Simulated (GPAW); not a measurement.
System: Se.

```
Se
1.0
    -1.55597   -1.81308    1.46484
     1.64644   -1.84487   -1.40617
     1.80063    1.75440    1.65083
Se
1
Direct
  0.00000 0.00000 0.00000
```

Space group P-1; a structure from a database of computed crystals, not necessarily the ambient phase.

Computed with Kohn-Sham DFT of a periodic cell, WC, PAW data sets made by gpaw-setup for the functional in GPAW.

**What will maps of the valence pseudo-density show?**

Se–Se (2.84 Å): the density is about 0.28 e/Å³ at the midpoint.
Se–Se (3.01 Å): the density is about 0.21 e/Å³ at the midpoint.

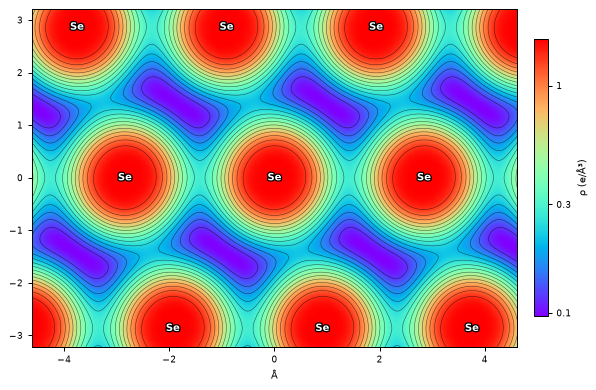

Computed valence pseudo-density on the (100) plane of the conventional cell. 

Core electrons are frozen (PAW), and the valence fields are smoothed inside the atomic spheres.
